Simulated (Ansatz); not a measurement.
A series of calculations on Cu$_{2}$O and related structures

**1. Relaxation**

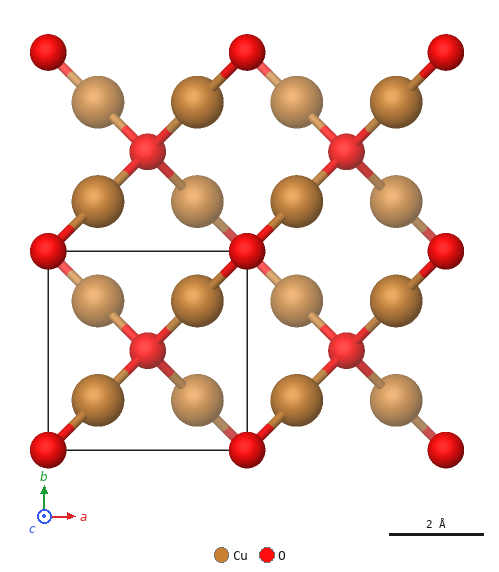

Starting structure of crystalline Cu2O (set up in Pn-3m). A ball-and-stick model of the cell of the calculation, repeated 2 × 2 × 1 with one cell outlined, seen along the c axis.

Computed with DFT PBE, scalar-relativistic, plane waves, PAW (Ansatz).

Input file:
```yaml
crystal:
  lattice:
    - [4.24669932, 0.0, 0.0]
    - [0.0, 4.24669932, 0.0]
    - [0.0, 0.0, 4.24669932]
  atoms:
    - { symbol: Cu, position: [0.25, 0.25, 0.75] }
    - { symbol: Cu, position: [0.75, 0.25, 0.25] }
    - { symbol: Cu, position: [0.25, 0.75, 0.25] }
    - { symbol: Cu, position: [0.75, 0.75, 0.75] }
    - { symbol: O, position: [0.5, 0.5, 0.5] }
    - { symbol: O, position: [0.0, 0.0, 0.0] }
basis:
  ecutwfc: 420
kpoints:
  mp_grid: { grid: [8, 8, 8] }
hamiltonian:
  xc: pbe
scf:
  occupations: { method: gaussian, width: 0.02 }
output:
  forces: true
  stress: true
  eigenvalues: true
  write_density: true
  write_potential: true
  elf: true
  volumetric_format: npy
relax:
  adjacent_minimum: "off"
  f_tol: 0.005
  max_steps: 80
  cell: { stress_tol: 0.05 }
```

Run as
```bash
ansatz run input.yaml --threads 4 --pin off --max-ram 8192MiB --backend cpu --events-out ev --progress --plain --runs-dir out
```

Question: Predict the outcome.

Answer: The energy falls by 6.3 meV per atom in 4 accepted moves (6 points after the start). All forces vanish by symmetry, so only the cell relaxes. Pressure: 4.41 GPa at the start and 0.01 GPa at the end. At 2 points the geometry stayed and the basis and grid were re-selected for the new cell (energy shift of 1.3 meV per atom at most each time). The atoms keep their places relative to the cell (all moves are under 0.005 Å). Cell: a = b = c 4.247 → 4.298 Å (+1.2 %). Volume +3.7 %. Some distances before and after: Cu1–O5 1.839 → 1.861 Å. The space group stays Pn-3m (No. 224).

The end point in the same view:

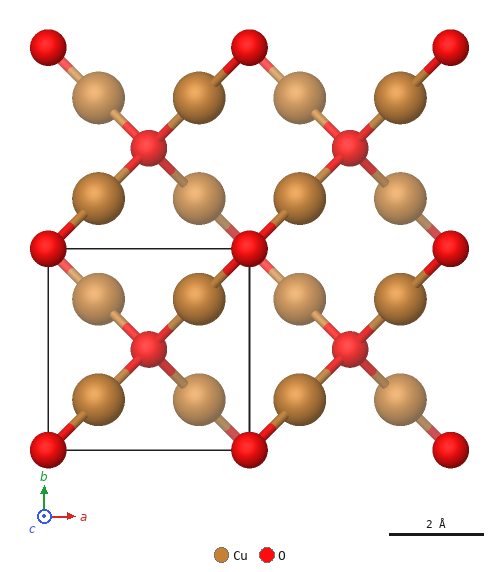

**2. Relaxation**

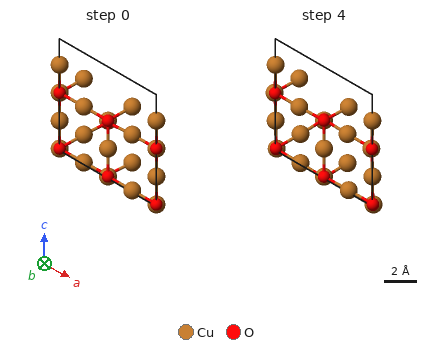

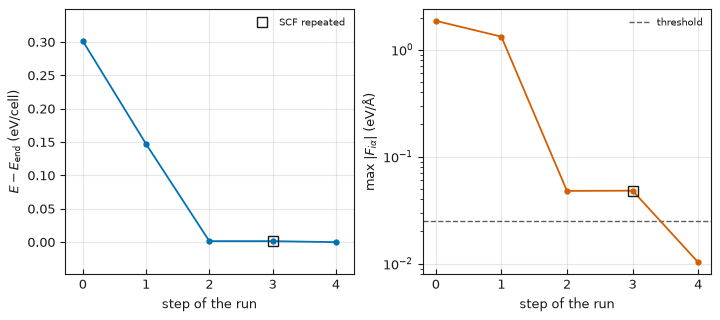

First and last geometry of a relaxation of a defect cell of composition Cu15O8, with the history of the run. A ball-and-stick model of the cell of the calculation (origin shifted), seen along the b axis.

Case: Cu vacancy (site c), charge +0, atoms relaxed at the host's cell.

Method: Ansatz 0.2.0, DFT PBE, scalar-relativistic, plane waves, PAW.

Input
```yaml
crystal:
  lattice:
    - [-4.2982238188, 4.2982238188, 4.2982238188]
    - [4.2982238188, -4.2982238188, 4.2982238188]
    - [4.2982238188, 4.2982238188, -4.2982238188]
  atoms:
    - { symbol: Cu, position: [0.0, 0.0, 0.25] }
    - { symbol: Cu, position: [0.0, 0.5, 0.75] }
    - { symbol: Cu, position: [0.5, 0.0, 0.75] }
    - { symbol: Cu, position: [0.25, 0.5, 0.5] }
    - { symbol: Cu, position: [0.75, 0.0, 0.5] }
    - { symbol: Cu, position: [0.75, 0.5, 0.0] }
    - { symbol: Cu, position: [0.25, 0.0, 0.0] }
    - { symbol: Cu, position: [0.5, 0.25, 0.5] }
    - { symbol: Cu, position: [0.0, 0.75, 0.5] }
    - { symbol: Cu, position: [0.0, 0.25, 0.0] }
    - { symbol: Cu, position: [0.5, 0.75, 0.0] }
    - { symbol: Cu, position: [0.75, 0.75, 0.75] }
    - { symbol: Cu, position: [0.25, 0.25, 0.75] }
    - { symbol: Cu, position: [0.25, 0.75, 0.25] }
    - { symbol: Cu, position: [0.75, 0.25, 0.25] }
    - { symbol: O, position: [0.4946212331, 0.508828458, 0.5102138591], spin: 0.5 }
    - { symbol: O, position: [0.0, 0.0, 0.5] }
    - { symbol: O, position: [0.0, 0.5, 0.0] }
    - { symbol: O, position: [0.5, 0.0, 0.0] }
    - { symbol: O, position: [0.0, 0.0, 0.0] }
    - { symbol: O, position: [0.4977112686, 0.4792499178, -0.0185769981], spin: 0.5 }
    - { symbol: O, position: [0.5, 0.0, 0.5] }
    - { symbol: O, position: [0.0, 0.5, 0.5] }
  host:
    lattice:
      - [4.2982238188, 0.0, 0.0]
      - [0.0, 4.2982238188, 0.0]
      - [0.0, 0.0, 4.2982238188]
    atoms:
      - { symbol: Cu, position: [0.25, 0.25, 0.75] }
      - { symbol: Cu, position: [0.75, 0.25, 0.25] }
      - { symbol: Cu, position: [0.25, 0.75, 0.25] }
      - { symbol: Cu, position: [0.75, 0.75, 0.75] }
      - { symbol: O, position: [0.5, 0.5, 0.5] }
      - { symbol: O, position: [0.0, 0.0, 0.0] }
basis:
  ecutwfc: 420
  xc_grid: 2
kpoints:
  mp_grid: { grid: [3, 3, 3], shift: [0.0, 0.0, 0.0] }
hamiltonian:
  xc: pbe
scf:
  occupations: { method: gaussian, width: 0.02 }
output:
  forces: true
  stress: false
  eigenvalues: true
  populations: true
  charged_corrections:
    defect_position: [0.5, 0.5, 0.25]
    epsilon: [[9.7515, 0.0, 0.0], [0.0, 9.7515, 0.0], [0.0, 0.0, 9.7515]]
magnetization:
  spin_polarized: true
relax:
  adjacent_minimum: "off"
  f_tol: 0.025
  max_steps: 45
```

Launched with:
```bash
ansatz run input.yaml --threads 4 --pin off --max-ram 8192MiB --backend cpu --events-out ev --progress --plain --runs-dir out
```

What do the curves and the structures tell?

It converged. O21 moves most: 0.21 Å along [0 2 3]. By element the largest moves are O 0.21 Å, Cu 0.07 Å. The cell doesn't change. Among the contacts that change: Cu11–O21 1.968 → 1.832 Å, Cu8–O16 1.917 → 1.832 Å, Cu13–O21 1.762 → 1.831 Å, Cu4–O16 1.775 → 1.831 Å. Bond angles that change, for instance: Cu6–O21–Cu13 117.9° → 107.4°, Cu4–O16–Cu12 114.9° → 107.4°, Cu4–O16–Cu8 110.7° → 107.4°. Over 3 accepted moves (4 points after the start) the energy falls by 0.302 eV per cell of the calculation. Largest force component: 1.9 eV/Å at the start, 0.01 eV/Å at the end. 1 step only repeated the SCF at the same geometry. The program noted that the starting moments weren't kept.

```tsv
step	E − E(0), meV/atom	largest force component, eV/Å	note
0	0.00	1.8624	
1	-6.72	1.3251	
2	-13.05	0.0479	
3	-13.05	0.0481	same geometry, SCF repeated
4	-13.11	0.0103
```

Limits of the set-up: the periodic images lie only 7.4 Å apart, so the values are limited by the cell's size.

**3. Defect**

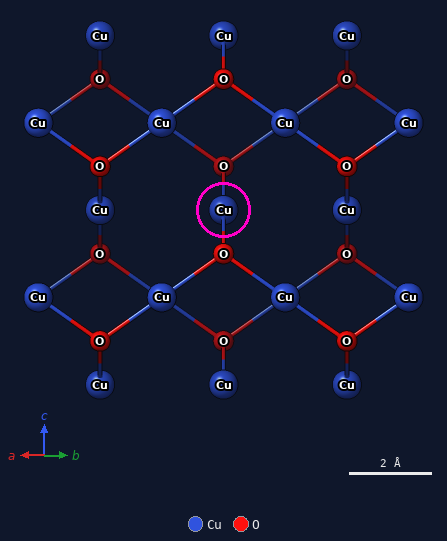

Perfect Cu2O. A ball-and-stick model of the atoms within 5.4 Å of one point, in a slice 5.0 Å thick across the line of sight, seen along [110].

Theory: Ansatz 0.2.0, DFT PBE, scalar-relativistic, plane waves, PAW. (plane-wave cutoff 420 eV; k-point mesh 3 × 3 × 3; occupations gaussian; smearing width 0.02 eV; collinear spin) The cell is small and the k-mesh coarse, so the numbers are rough. A uniform background neutralises the charged cell. The axes drawn are those of the host's conventional cell.

A copper atom is taken out (a vacancy) at the ringed place, in charge state −1. The supercell has 24 sites, and the atoms are relaxed at the host's cell.

How do the neighbours respond?

Answer. Around the empty Cu site the host had 2 O at 1.86 Å; after relaxation the nearest atoms are 2 O at 1.73 to 1.74 Å. Of the host's atoms, an oxygen atom moves furthest from its site, by 0.13 Å. The cell ends without a net magnetic moment.

The relaxed defect, seen from the same direction:

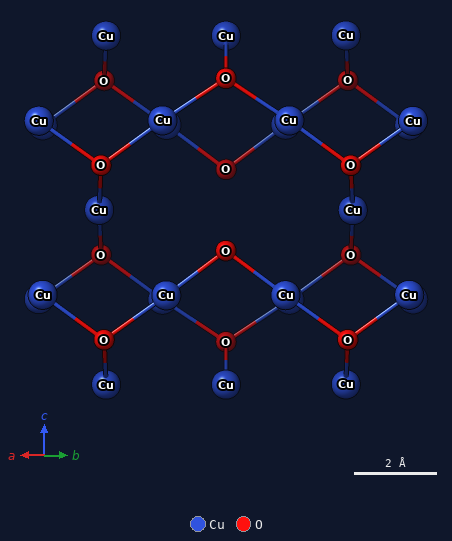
